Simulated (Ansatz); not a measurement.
Here is a crystal structure:

```cif
data_structure
_symmetry_space_group_name_H-M 'I 4/m m m'
_symmetry_Int_Tables_number 139
_cell_length_a 2.8304
_cell_length_b 2.8304
_cell_length_c 4.1629
_cell_angle_alpha 90.000
_cell_angle_beta 90.000
_cell_angle_gamma 90.000
_cell_volume 33.35
loop_
_atom_site_label
_atom_site_type_symbol
_atom_site_symmetry_multiplicity
_atom_site_Wyckoff_symbol
_atom_site_fract_x
_atom_site_fract_y
_atom_site_fract_z
_atom_site_occupancy
Al1 Al 2 a 0.00000 0.00000 0.00000 1
```

Before looking at a picture, describe the arrangement of atoms.

Answer. The element is aluminium. The atoms follow space group I4/mmm (No. 139); the Bravais lattice is body-centred tetragonal. The cell holds two atoms. Each Al has twelve Al in a cuboctahedral arrangement at 2.83 to 2.89 Å. The bonds build a three-dimensional framework.

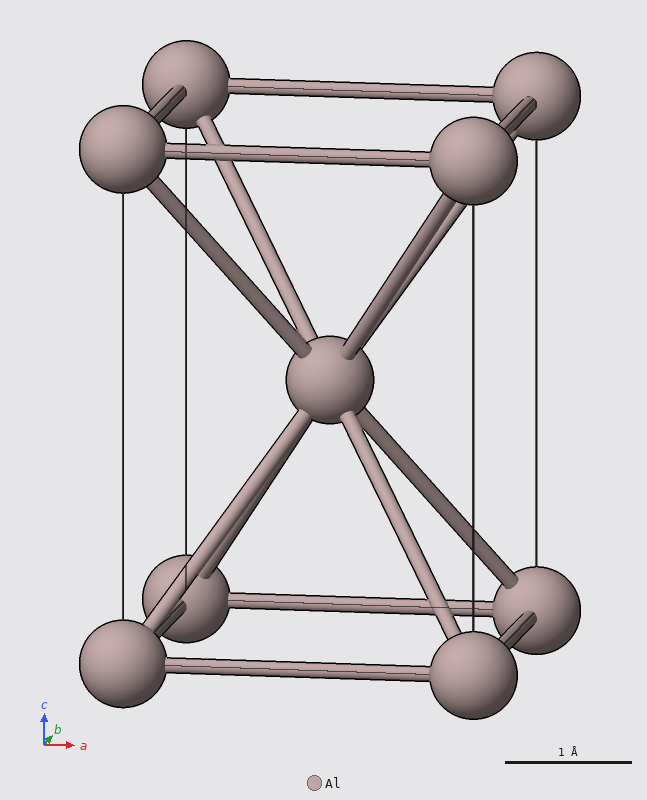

The image is a ball-and-stick drawing of a crystal, viewed slightly off an axis. The frame is the conventional unit cell; atoms at its boundary are shown with their periodic copies. Colours: aluminium light grey.

Origin of the cell: a structure listed in the Materials Project. It was relaxed with DFT PBE, scalar-relativistic, plane waves, PAW (Ansatz) under a constraint or pressure on the cell, so some stress remains.
